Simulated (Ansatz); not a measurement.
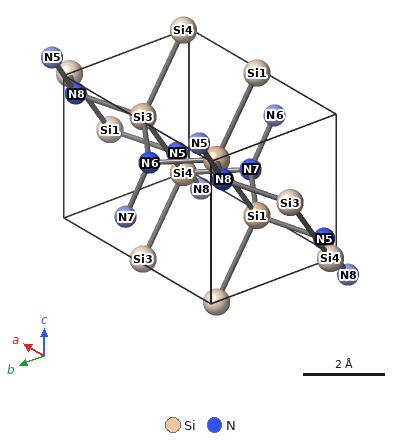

**Figure 1.** The starting structure (ball-and-stick view of the cell of the calculation, seen at an oblique angle; neighbours outside the cell are drawn fainter; atoms are numbered from 1 in the order of the input).

## SiN: geometry relaxation

- system: SiN (Pmna, 8 atoms in the cell)
- method: DFT PBE, scalar-relativistic, plane waves, PAW, no spin polarisation (Ansatz 0.2.0)

The structure was made by a generator, so it may or may not be a known phase. Figures and captions count atoms from 1; the log counts them from 0 in places.

**Input**
```yaml
crystal:
  lattice:
    - [5.8201891513, 0.0, 0.0]
    - [0.0, 3.9823920572, 0.0]
    - [0.0, 0.0, 4.0042330597]
  atoms:
    - { symbol: Si, position: [0.25, 0.3386426329, 0.25] }
    - { symbol: Si, position: [0.25, 0.6613573671, 0.75] }
    - { symbol: Si, position: [0.75, 0.6613573671, 0.75] }
    - { symbol: Si, position: [0.75, 0.3386426329, 0.25] }
    - { symbol: "N", position: [0.0, 0.0953430981, 0.1581512761] }
    - { symbol: "N", position: [0.5, 0.9046569019, 0.6581512761] }
    - { symbol: "N", position: [0.5, 0.0953430981, 0.3418487239] }
    - { symbol: "N", position: [0.0, 0.9046569019, 0.8418487239] }
basis:
  ecutwfc: 420
kpoints:
  mp_grid: { grid: [6, 8, 8] }
hamiltonian:
  xc: pbe
scf:
  occupations: { method: gaussian, width: 0.02 }
output:
  forces: true
  stress: true
  eigenvalues: true
  write_density: true
  write_potential: true
  elf: true
  volumetric_format: npy
relax:
  adjacent_minimum: "off"
  f_tol: 0.01
  max_steps: 80
  cell: { stress_tol: 0.05 }
```

Run on 1 thread of AMD EPYC (Zen 4), 16 GiB of memory available, shared host.

Run as:
```bash
ansatz run input.yaml --threads 1 --pin off --max-ram 2560MiB --backend cpu --events-out ev --progress --plain --runs-dir out
```

**The program's output**
```
Engine: ansatz 0.2.0, x86_64-unknown-linux-gnu
Pseudopotentials: kind: paw
Pseudopotential: Si, paw, valence charge 4, recommended cutoff 420 eV (normal), Si.paw.azcp
Pseudopotential: N, paw, valence charge 5, recommended cutoff 420 eV (normal), N.paw.azcp
Functional definition: PBE
  parameter kappa = 0.804
  parameter beta = 0.06672455060314922
  exchange = pbe_x(kappa = kappa, mu = beta*pi^2/3)
  correlation = pbe_c(beta = beta)
Crystal: 8 atoms, lattice volume = 92.811 Å³
Basis set: ecut = 420 eV, 1827 PW (Γ), exchange–correlation on 80×54×54 points (8 copies of the dense FFT grid, shifted against one another)
Bands: 26, of which v1, the nominal top of the filled ones, is band 18 counted from 1 (17 counted from 0)
Symmetry: 8 space group operations
Space group: Pmna (ITA 53), of the structure as read, at distance tolerance 4.5e-5 Å
k-points: 100 of 384
Non-local potential: Si, projectors of the file, l = 0: 2, l = 1: 2, l = 2: 2
Non-local potential: N, projectors of the file, l = 0: 2, l = 1: 2, l = 2: 1
PAW form: soft (Blöchl's): semilocal exchange-correlation on the pseudo side does not see the compensation charge
PAW one-centre angular grid: Si, 110 points (default); XC on 64 Gauss nodes
PAW one-centre angular grid: N, 110 points (default); XC on 64 Gauss nodes
Initial density: superposition of atomic densities (neutral atoms: chi_scale 0, normalization atom), corrected by the library's trained network
Initial wavefunctions: pseudopotential atomic-orbital guess
Functional: x = pbe(κ = 0.804, μ = 0.2195149727645171), c = pbe(β = 0.06672455060314922)
SCF iter   1: F=—  HF=-4078.322976 eV  |F-HF|=—  |Δ(HF+E_count)|=         —  Δρ=5.64e-3  dr2=2.24e-2  ethr=1.77e-3  ⟨swp⟩=6.3  Hψ=14193  notcnv=0
preconditioner: auto → Resta (q_TF=auto, 2.330 Å⁻¹)  ε∞=4.8  [insulator: Δε(μ)=0.840 eV  Ē_g=11.906 eV  σ=0.020 eV  W_gap=1.00  n_scr=20 (ndim 8)  ℏωp=23.1 eV  f_vac=0.000  D(μ)=0.00/eV (n_scr^D=0)  ε∞_Penn≈4.8]
SCF iter   2: F=—  HF=-4078.320712 eV  |F-HF|=—  |Δ(HF+E_count)|=   2.26e-3  Δρ=2.97e-3  dr2=7.01e-3  ethr=6.23e-5  ⟨swp⟩=2.8  Hψ=5039  notcnv=0  defer=227
SCF iter   3: F=—  HF=-4078.320139 eV  |F-HF|=—  |Δ(HF+E_count)|=   5.74e-4  Δρ=8.91e-4  dr2=6.44e-4  ethr=1.95e-5  ⟨swp⟩=2.0  Hψ=4517  notcnv=0  defer=227
SCF iter   4: F=—  HF=-4078.320013 eV  |F-HF|=—  |Δ(HF+E_count)|=   1.25e-4  Δρ=2.42e-4  dr2=3.14e-5  ethr=1.79e-6  ⟨swp⟩=2.1  Hψ=3756  notcnv=0  defer=227
SCF iter   5: F=—  HF=-4078.320084 eV  |F-HF|=—  |Δ(HF+E_count)|=   7.03e-5  Δρ=6.75e-5  dr2=2.76e-6  ethr=8.72e-8  ⟨swp⟩=2.0  Hψ=4069  notcnv=0  defer=227
SCF iter   6: F=—  HF=-4078.320083 eV  |F-HF|=—  |Δ(HF+E_count)|=   4.20e-7  Δρ=2.44e-5  dr2=3.80e-7  ethr=7.66e-9  ⟨swp⟩=2.0  Hψ=4074  notcnv=0  defer=227
SCF iter   7: F=-4078.320083 eV  HF=-4078.320083 eV  |F-HF|=1.23e-9  |Δ(HF+E_count)|=   5.16e-8  Δρ=2.66e-6  dr2=3.77e-9  ethr=2.78e-10  ⟨swp⟩=12.8  Hψ=18158  notcnv=0
SCF 1 converged in 7 iterations: F = -4078.320083 eV  dr2 = 3.77e-9
  greatest PAW one-centre occupation: 0.788 electrons in one spin orbital (limit 2), on the N atom at site 7 (counted from 0), in its partial waves of l = 0
relax step   1: F+E_penalty+E_count = -4078.32008326 eV  Δ(F+E_penalty+E_count) = +0.000e0 eV  max|allowed force component| = 1.557e-2 eV/Å  Δτ_max = 0.0000 Å  P = +0.065 GPa  Ω = 92.811 Å³  (7 SCF iters, dr2 threshold 1.00e-7 eV, accepted)
Crystal: 8 atoms, lattice volume = 92.834 Å³
Initial density: handed on by an earlier stage of this run
Initial wavefunctions: those handed on with the density
iter 1 solved again at ethr=5.22e-8 eV; its pass at ethr=3.10e-3 eV (dr2=1.88e-5 eV) is discarded
SCF iter   1: F=—  HF=-4078.320000 eV  |F-HF|=—  |Δ(HF+E_count)|=         —  Δρ=2.32e-4  dr2=2.07e-5  ethr=5.22e-8  ⟨swp⟩=2.9  Hψ=14689  notcnv=0
preconditioner: auto → Resta (q_TF=auto, 2.330 Å⁻¹)  ε∞=4.8  [insulator: Δε(μ)=0.836 eV  Ē_g=11.900 eV  σ=0.020 eV  W_gap=1.00  n_scr=20 (ndim 8)  ℏωp=23.1 eV  f_vac=0.000  D(μ)=0.00/eV (n_scr^D=0)  ε∞_Penn≈4.8]
SCF iter   2: F=—  HF=-4078.320057 eV  |F-HF|=—  |Δ(HF+E_count)|=   5.75e-5  Δρ=1.27e-4  dr2=6.56e-6  ethr=5.22e-8  ⟨swp⟩=1.0  Hψ=2600  notcnv=0
SCF iter   3: F=—  HF=-4078.320057 eV  |F-HF|=—  |Δ(HF+E_count)|=   2.50e-7  Δρ=1.90e-5  dr2=3.25e-7  ethr=1.82e-8  ⟨swp⟩=2.0  Hψ=4205  notcnv=0
SCF iter   4: F=-4078.320057 eV  HF=-4078.320057 eV  |F-HF|=9.08e-9  |Δ(HF+E_count)|=   4.08e-8  Δρ=5.63e-6  dr2=1.58e-8  ethr=1.25e-10  ⟨swp⟩=8.4  Hψ=15234  notcnv=0
SCF 2 converged in 4 iterations: F = -4078.320057 eV  dr2 = 1.58e-8
relax step   2: F+E_penalty+E_count = -4078.32005727 eV  Δ(F+E_penalty+E_count) = +2.599e-5 eV  max|allowed force component| = 6.457e-3 eV/Å  Δτ_max = 0.0011 Å  P = +0.016 GPa  Ω = 92.834 Å³  energy of the carried Pulay correction = -5.794e-5 eV  (4 SCF iters, dr2 threshold 4.50e-8 eV, accepted)
Crystal: 8 atoms, lattice volume = 92.833 Å³
iter 1 solved again at ethr=1.12e-8 eV; its pass at ethr=3.10e-3 eV (dr2=4.04e-6 eV) is discarded
SCF iter   1: F=—  HF=-4078.320025 eV  |F-HF|=—  |Δ(HF+E_count)|=         —  Δρ=9.02e-5  dr2=4.39e-6  ethr=1.12e-8  ⟨swp⟩=2.0  Hψ=13631  notcnv=0
preconditioner: auto → Resta (q_TF=auto, 2.330 Å⁻¹)  ε∞=4.8  [insulator: Δε(μ)=0.839 eV  Ē_g=11.899 eV  σ=0.020 eV  W_gap=1.00  n_scr=20 (ndim 8)  ℏωp=23.1 eV  f_vac=0.000  D(μ)=0.00/eV (n_scr^D=0)  ε∞_Penn≈4.8]
SCF iter   2: F=—  HF=-4078.320084 eV  |F-HF|=—  |Δ(HF+E_count)|=   5.87e-5  Δρ=4.35e-5  dr2=8.50e-7  ethr=1.12e-8  ⟨swp⟩=2.8  Hψ=4118  notcnv=0
SCF iter   3: F=—  HF=-4078.320084 eV  |F-HF|=—  |Δ(HF+E_count)|=   5.53e-8  Δρ=1.31e-5  dr2=1.12e-7  ethr=2.36e-9  ⟨swp⟩=2.0  Hψ=4321  notcnv=0
SCF iter   4: F=-4078.320084 eV  HF=-4078.320084 eV  |F-HF|=1.36e-9  |Δ(HF+E_count)|=   4.46e-9  Δρ=2.27e-6  dr2=2.21e-9  ethr=1.03e-10  ⟨swp⟩=8.0  Hψ=14166  notcnv=0
SCF 3 converged in 4 iterations: F = -4078.320084 eV  dr2 = 2.21e-9
relax step   3: F+E_penalty+E_count = -4078.32008354 eV  Δ(F+E_penalty+E_count) = -2.626e-5 eV  max|allowed force component| = 3.487e-3 eV/Å  Δτ_max = 0.0003 Å  P = +0.012 GPa  Ω = 92.833 Å³  energy of the carried Pulay correction = -5.408e-5 eV  (4 SCF iters, dr2 threshold 3.71e-8 eV, accepted)
Initial wavefunctions: pseudopotential atomic-orbital guess (no wavefunctions were taken with the density)
iter 1 solved again at ethr=2.73e-7 eV; its pass at ethr=3.10e-3 eV (dr2=9.82e-5 eV) is discarded
SCF iter   1: F=—  HF=-4078.320109 eV  |F-HF|=—  |Δ(HF+E_count)|=         —  Δρ=4.90e-6  dr2=4.77e-9  ethr=2.73e-7  ⟨swp⟩=3.0  Hψ=21621  notcnv=0
eigensolver tolerance schedule: the retry pair's looser diagonalisation over-reported the residual by 20585.13 of it (diagonalisation noise at an unbounded share of the residual, at the tolerance the schedule requests for it); recorded, not acted on — ethr = c·dr2/N_el stays at c = 1.0e-1
preconditioner: auto → Resta (q_TF=auto, 2.330 Å⁻¹)  ε∞=4.8  [insulator: Δε(μ)=0.840 eV  Ē_g=11.900 eV  σ=0.020 eV  W_gap=1.00  n_scr=20 (ndim 8)  ℏωp=23.1 eV  f_vac=0.000  D(μ)=0.00/eV (n_scr^D=0)  ε∞_Penn≈4.8]
SCF iter   2: F=—  HF=-4078.320167 eV  |F-HF|=—  |Δ(HF+E_count)|=   5.82e-5  Δρ=2.47e-6  dr2=1.48e-9  ethr=1.32e-11  ⟨swp⟩=3.3  Hψ=5948  notcnv=0
SCF iter   3: F=—  HF=-4078.320167 eV  |F-HF|=—  |Δ(HF+E_count)|=   2.45e-9  Δρ=9.42e-7  dr2=2.88e-10  ethr=4.12e-12  ⟨swp⟩=2.0  Hψ=4251  notcnv=0
SCF iter   4: F=-4078.320167 eV  HF=-4078.320167 eV  |F-HF|=9.09e-12  |Δ(HF+E_count)|=  4.70e-10  Δρ=1.16e-7  dr2=6.24e-12  ethr=1.00e-12  ⟨swp⟩=6.2  Hψ=11687  notcnv=0
SCF 4 converged in 4 iterations: F = -4078.320167 eV  dr2 = 6.24e-12
  greatest PAW one-centre occupation: 0.788 electrons in one spin orbital (limit 2), on the N atom at site 6 (counted from 0), in its partial waves of l = 0
relax step   4: F+E_penalty+E_count = -4078.32016690 eV  Δ(F+E_penalty+E_count) = -8.337e-5 eV  max|allowed force component| = 3.452e-3 eV/Å  Δτ_max = 0.0000 Å  P = +0.013 GPa  Ω = 92.833 Å³  stress off target by 4.43e-2 GPa  SCF on the basis re-selected at this cell (its energy is not comparable with the rows above)  (4 SCF iters)
```

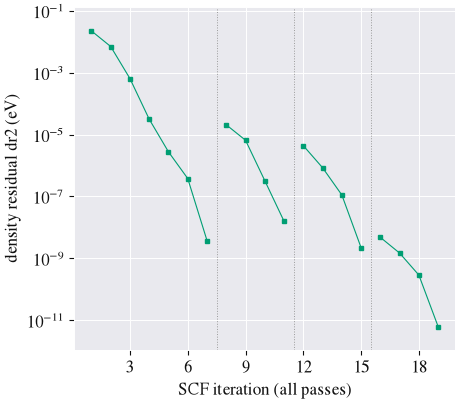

**Figure 2.** Convergence of the self-consistent field: density residual dr2 against the SCF iteration. The dotted lines part the SCF passes of the relaxation: geometry steps, rejected trials and re-solves on a re-selected basis. The passes take 7, 4, 4 and 4 iterations.

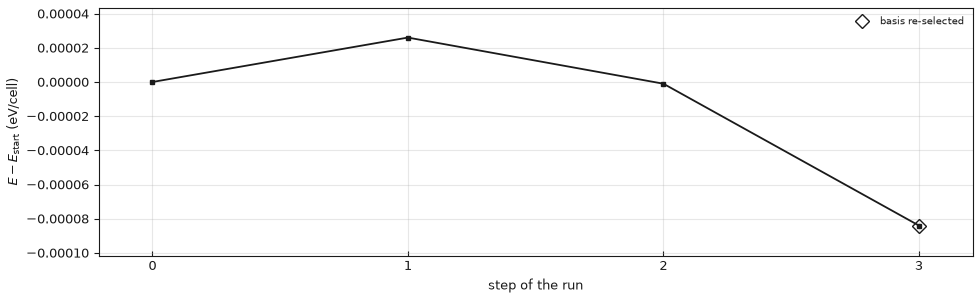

**Figure 3.** Progress of the relaxation, step by step (the first geometry is step 0 here and step 1 in the log). No atom moves by more than 0.005 Å relative to the cell. The space group stays Pmna (No. 53). The energy falls by next to nothing (0.0 meV per cell of the calculation) in 2 geometry steps. The largest force component goes from 0.016 to 0.0035 eV/Å. The pressure goes from 0.07 to 0.01 GPa. A last SCF at the same geometry on a re-selected plane-wave basis shifts the energy by −0.1 meV per cell of the calculation.

```
basis re-selected at this cell: Δ(F+E_penalty+E_count) = -8.337e-5 eV, ΔP = +0.001 GPa vs the last step (what re-selecting the basis moved, of the pressure what is left beyond the Pulay correction that the steps carried, after the strain that the cell walked since its last selection, with what the two solves' SCF thresholds leave and, on support functions, any second-order correction that the steps lacked; it is no measure of the basis error at this ecutwfc). This SCF's stress stands 4.43e-2 GPa from its target on what of the cell is left free (relax.cell.stress_tol is 5.00e-2 GPa) and its largest allowed force component is 3.45e-3 eV/Å (relax.f_tol is 1.00e-2 eV/Å): within both
SCF converged after 4 iterations
Free energy (F): -4078.320167 eV
Harris-Foulkes:  -4078.320167 eV  (|F-HF|=9.09e-12)
Internal energy: -4078.320167 eV  (E = F + TS)
E sigma→0 (E₀):  -4078.320167 eV
Fermi energy:    9.449677 eV
--- Per-component energies (eV) ---
  E_band       = 38.817000
  E_kinetic    = 697.001226
  E_local      = -1100.537864  (includes V_loc(G=0)·N_el)
  E_nonlocal   = 282.831354
  E_hartree    = 370.571866
  E_xc         = -463.089840
  E_vxc        = -495.432072  (∫ρ·V_xc dr)
  E_paw        = -2560.060943  (= ΣΔE_a)
  E_vpaw       = -86.189809  (= ΣTr[D̂ρ^β])
  E_aug_tail   = 0.000411  (compensation charges beyond the density's cutoff)
  E_ewald      = -1305.036378
  E_smearing   = -0.000000  (= −TS)
  E_closure    = -0.000000  (closes the sum)
  Σ components = -4078.320167   (vs F -4078.320167, Δ=0.00e0)
--- Forces (eV/Å), atoms counted from 1 ---
  atom   1  Si     0.00000000     0.00061005    -0.00000000
  atom   2  Si    -0.00000000    -0.00061005     0.00000000
  atom   3  Si    -0.00000000    -0.00061005     0.00000000
  atom   4  Si     0.00000000     0.00061005    -0.00000000
  atom   5  N      0.00000000    -0.00261990    -0.00345215
  atom   6  N     -0.00000000     0.00261990    -0.00345215
  atom   7  N      0.00000000    -0.00261990     0.00345215
  atom   8  N     -0.00000000     0.00261990     0.00345215
  max |Σ_I F_I| component: 1.02e-17 eV/Å
--- Stress (GPa, compression-positive) ---
        0.044271       0.000000      -0.000000
        0.000000       0.015802      -0.000000
       -0.000000      -0.000000      -0.021215
  P = ⅓ Tr σ = 0.0130 GPa (0.130 kbar)
--- Band table (eV; the first three rows and the last of 100) ---
  k-point 0: bands = ["-10.9865", "-10.0849", "-5.3654", "-4.2169", "-2.5194", "-1.5600", "0.4069", "2.3233", "2.5268", "3.6052", "4.0202", "4.7050", "4.7115", "4.7130", "6.2691", "6.7887", "7.9741", "8.4397", "9.8695", "11.7166", "11.7942", "11.8142", "12.3675", "12.6005", "15.0499", "15.1004"]
  k-point 1: bands = ["-10.9333", "-10.0886", "-5.4252", "-4.3946", "-2.4089", "-1.3422", "0.4858", "1.6751", "3.0711", "3.6035", "3.7454", "4.4892", "4.7724", "4.8230", "6.1740", "6.9824", "7.6652", "7.9371", "10.4199", "11.7565", "11.8677", "12.4597", "12.8040", "12.8942", "14.2756", "14.6170"]
  k-point 2: bands = ["-10.7855", "-10.1153", "-5.5469", "-4.7907", "-2.0822", "-0.8064", "0.6872", "0.8389", "3.2151", "3.6022", "3.6386", "3.9777", "4.7258", "4.9405", "5.9381", "7.0933", "7.4246", "7.6915", "10.5785", "11.7661", "12.9594", "13.2811", "13.3425", "13.7046", "13.7290", "14.2511"]
  k-point 99: bands = ["-10.1527", "-10.1527", "-5.7689", "-5.7689", "-0.5352", "-0.5352", "0.6814", "0.6814", "1.3475", "1.3475", "3.3099", "3.3099", "5.0326", "5.0326", "6.4271", "6.4271", "8.8425", "8.8425", "11.9582", "11.9582", "12.7427", "12.7427", "13.5431", "13.5431", "14.1951", "14.1951"]
--- Relaxed structure (3 steps of the walk, 3 accepted, 1 SCFs on fresh bases) ---
  F+E_penalty+E_count = -4078.32016690 eV   max|allowed force component| = 3.452e-3 eV/Å   (the final SCF, on the basis selected at the relaxed cell)
  cell:  # Å, volume = 92.8329 Å³
    - [5.821649429077069, 1.2378863366100168e-33, -7.4273180196601005e-34]
    - [8.470083336606037e-34, 3.9804287280077375, -3.668183789830979e-21]
    - [-5.10992196062659e-34, -3.688301550757844e-21, 4.006140714026876]
  atoms:
    - { symbol: Si, position: [0.25, 0.33883528417587594, 0.25] }
    - { symbol: Si, position: [0.25, 0.6611647158241238, 0.75] }
    - { symbol: Si, position: [0.7499999999999999, 0.6611647158241238, 0.75] }
    - { symbol: Si, position: [0.7499999999999999, 0.33883528417587594, 0.25] }
    - { symbol: N, position: [0.0, 0.09550086404803397, 0.1580081143199788] }
    - { symbol: N, position: [0.5, 0.904499135951966, 0.6580081143199789] }
    - { symbol: N, position: [0.5, 0.09550086404803397, 0.34199188568002115] }
    - { symbol: N, position: [0.0, 0.904499135951966, 0.841991885680021] }
```

**Trajectory as extended XYZ (Å, eV, eV/Å), 4 frames, from step=1 to step=4**
```
8
Lattice="5.8202 0.0000 0.0000 0.0000 3.9824 0.0000 0.0000 0.0000 4.0042" Properties=species:S:1:pos:R:3:forces:R:3 step=1 energy=-4078.32008 pressure_GPa=0.07
Si    1.4550    1.3486    1.0011    0.0000   0.0156   0.0000
Si    1.4550    2.6338    3.0032    0.0000  -0.0156   0.0000
Si    4.3651    2.6338    3.0032    0.0000  -0.0156   0.0000
Si    4.3651    1.3486    1.0011    0.0000   0.0156   0.0000
N     0.0000    0.3797    0.6333    0.0000  -0.0005  -0.0090
N     2.9101    3.6027    2.6354    0.0000   0.0005  -0.0090
N     2.9101    0.3797    1.3688    0.0000  -0.0005   0.0090
N     0.0000    3.6027    3.3710    0.0000   0.0005   0.0090
8
Lattice="5.8207 0.0000 0.0000 0.0000 3.9795 0.0000 0.0000 0.0000 4.0078" Properties=species:S:1:pos:R:3:forces:R:3 step=2 energy=-4078.32006 pressure_GPa=0.02
Si    1.4552    1.3487    1.0020    0.0000  -0.0020   0.0000
Si    1.4552    2.6307    3.0059    0.0000   0.0020   0.0000
Si    4.3655    2.6307    3.0059    0.0000   0.0020   0.0000
Si    4.3655    1.3487    1.0020    0.0000  -0.0020   0.0000
N     0.0000    0.3801    0.6330    0.0000  -0.0065  -0.0020
N     2.9104    3.5993    2.6370    0.0000   0.0065  -0.0020
N     2.9104    0.3801    1.3709    0.0000  -0.0065   0.0020
N     0.0000    3.5993    3.3748    0.0000   0.0065   0.0020
8
Lattice="5.8216 0.0000 0.0000 0.0000 3.9804 0.0000 0.0000 0.0000 4.0061" Properties=species:S:1:pos:R:3:forces:R:3 step=3 energy=-4078.32008 pressure_GPa=0.01
Si    1.4554    1.3487    1.0015    0.0000   0.0006   0.0000
Si    1.4554    2.6317    3.0046    0.0000  -0.0006   0.0000
Si    4.3662    2.6317    3.0046    0.0000  -0.0006   0.0000
Si    4.3662    1.3487    1.0015    0.0000   0.0006   0.0000
N     0.0000    0.3801    0.6330    0.0000  -0.0026  -0.0035
N     2.9108    3.6003    2.6361    0.0000   0.0026  -0.0035
N     2.9108    0.3801    1.3701    0.0000  -0.0026   0.0035
N     0.0000    3.6003    3.3731    0.0000   0.0026   0.0035
8
Lattice="5.8216 0.0000 0.0000 0.0000 3.9804 0.0000 0.0000 0.0000 4.0061" Properties=species:S:1:pos:R:3:forces:R:3 step=4 energy=-4078.32017 pressure_GPa=0.01
Si    1.4554    1.3487    1.0015    0.0000   0.0006   0.0000
Si    1.4554    2.6317    3.0046    0.0000  -0.0006   0.0000
Si    4.3662    2.6317    3.0046    0.0000  -0.0006   0.0000
Si    4.3662    1.3487    1.0015    0.0000   0.0006   0.0000
N     0.0000    0.3801    0.6330    0.0000  -0.0026  -0.0035
N     2.9108    3.6003    2.6361    0.0000   0.0026  -0.0035
N     2.9108    0.3801    1.3701    0.0000  -0.0026   0.0035
N     0.0000    3.6003    3.3731    0.0000   0.0026   0.0035
```

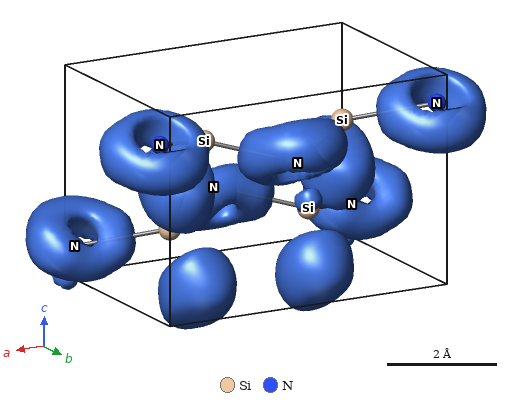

**Figure 4.** Isosurface of the ELF at 0.75 (blue), seen at an oblique angle. Core shells and regions of very low density are left out. Sticks mark near contacts. The outline is the cell set on symmetry axes. Along the contacts the grid gives the following. Si–N (1.79 Å): the ELF peaks at about 0.90 between the atoms, which marks a shared but strongly polarised pair. Core electrons are frozen (PAW), so the fields are smoothed inside the atomic spheres.

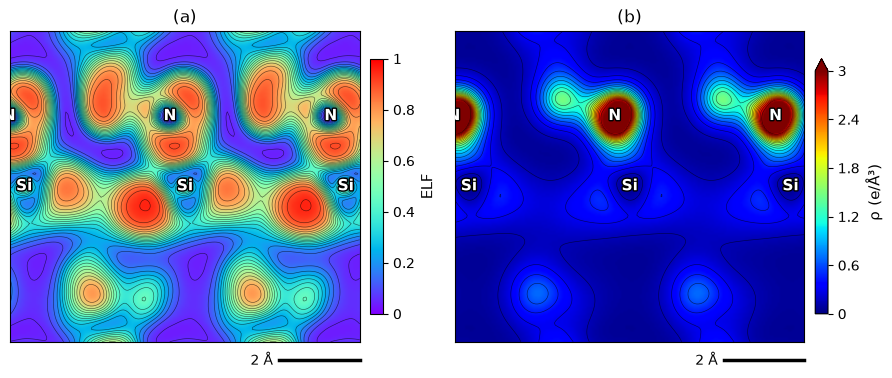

**Figure 5.** (a) electron localisation function; (b) valence electron density on the (11̄0) plane of the conventional cell. Atoms in the plane: Si and N. Si–N (1.79 Å): ρ at the midpoint is about 1 e/Å³; the ELF peaks at about 0.90 between the atoms, which marks a polar covalent bond. Away from the nuclei the density in this plane falls to 0.06 e/Å³ at its lowest.

**Summary**

| quantity | value |
| --- | --- |
| outcome | converged |
| space group (tolerance 0.01 Å) | Pmna (53) |
| electrons treated | 36 |
| free energy | −4078.3202 eV |
| Fermi energy | 9.450 eV |
| gap on the k-point mesh | 0.84 eV |
| pressure | 0.01 GPa |
| final volume | 92.83 Å³ |
| largest force (length of the vector) at the end | 0.004 eV/Å |
| final cell | a = 5.822 Å, b = 3.980 Å, c = 4.006 Å, α = 90.00°, β = 90.00°, γ = 90.00° |
| wall time | 28 s |
| peak memory | 0.55 GiB |
